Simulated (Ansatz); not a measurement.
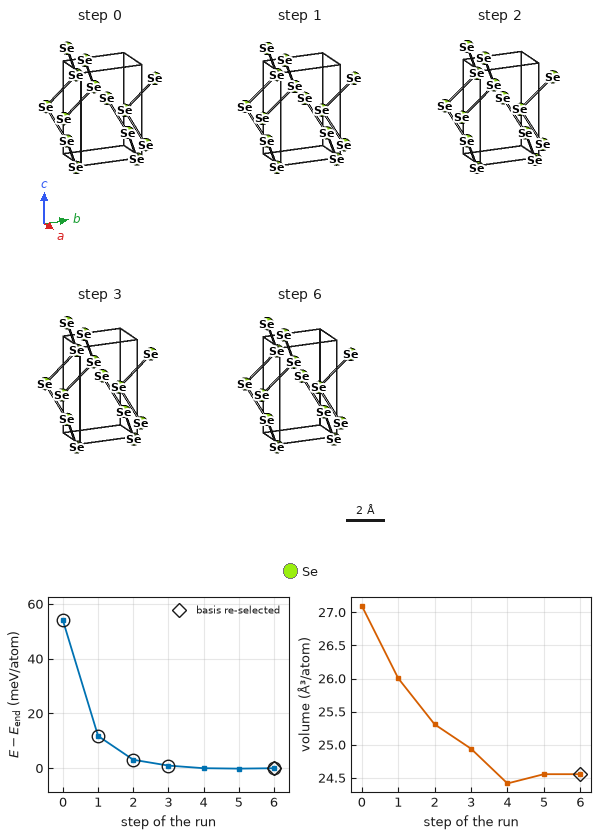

Frames of a relaxation of crystalline Se (set up in P3_221) (coarse preliminary run), marked on the history of the run. Style: ball-and-stick. Shown: the cell of the calculation, slightly off an axis.

Theory: Ansatz, DFT PBE+D3(BJ), scalar-relativistic, plane waves, PAW. (plane-wave cutoff 420 eV; k-point mesh 6 × 6 × 4; occupations gaussian; smearing width 0.1 eV; no spin polarisation; cell and atoms relaxed; force threshold 0.05 eV/Å; at most 80 steps)

**What happens along the run?**

The energy falls by 54.0 meV per atom in 5 accepted moves (6 points after the start). The largest force component goes from 1.2 to 0.018 eV/Å. The pressure goes from 3.45 to 0.09 GPa. At 1 point the geometry stayed and the basis and grid were re-selected for the new cell (energy shift of 0.1 meV per atom at most each time). The largest moves relative to the cell, 0.12 Å, are those of Se atoms. Cell: a = b 4.355 → 4.076 Å (−6.4 %), c 4.949 → 5.121 Å (+3.5 %). Volume −9.4 %. Some distances before and after: Se–Se 2.324 → 2.437 Å. The space group stays P3_221 (No. 154). From step 0 to 1: Se atoms move most (0.08 Å), volume −4.0 %, energy −42.2 meV per atom. From step 1 to 2: Se atoms move most (0.03 Å), volume −2.7 %, energy −8.7 meV per atom. From step 2 to 3: volume −1.5 %, energy −2.1 meV per atom. From step 3 to 6: Se atoms move most (0.02 Å), volume −1.5 %, energy −1.0 meV per atom.
